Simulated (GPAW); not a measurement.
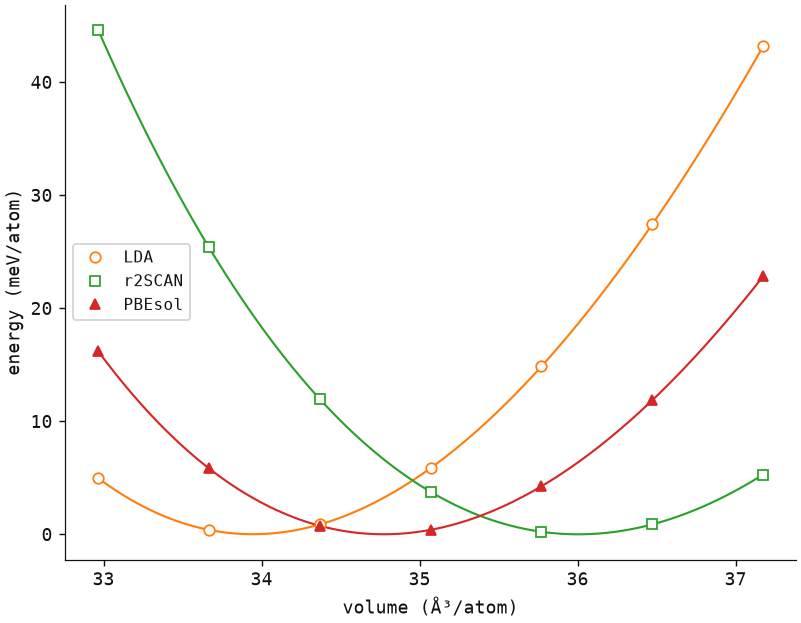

The plot gives the computed energy against volume, with one curve for each functional, for Bi (space group R-3m).

Computed with GPAW 26.7.0: PAW DFT in plane waves, on a grid or in atomic orbitals, no spin polarisation; energies at scaled volumes of the given cell, shape and fractions fixed, counted from the fit's minimum, third-order Birch-Murnaghan fit. All runs: no spin polarisation.

- occupations: Fermi–Dirac
- smearing width: 0.05 eV
- wave cutoff: 600 eV

Settings that differ: LDA: k mesh 6×6×6, potentials GPAW-PAW-data-sets-(gpaw-data-1.2.1); r2SCAN: k mesh 6×6×6, potentials GPAW-PAW-data-sets-(gpaw-data-1.2.1); PBEsol: k mesh 7×7×7, potentials PAW-data-sets-made-by gpaw-setup-for-the-functional.

> Order the curves by fitted equilibrium volume, smallest first.

LDA 33.944, PBEsol 34.772, r2SCAN 36.004 Å³/atom.

> Order the curves by fitted bulk modulus, smallest first.

r2SCAN 47.3, PBEsol 50.0, LDA 53.4 GPa.

Keep in mind: spin-orbit coupling left out, heavy elements; shape and atomic fractions are frozen while scaling, which makes layered, chain and framework solids too stiff.
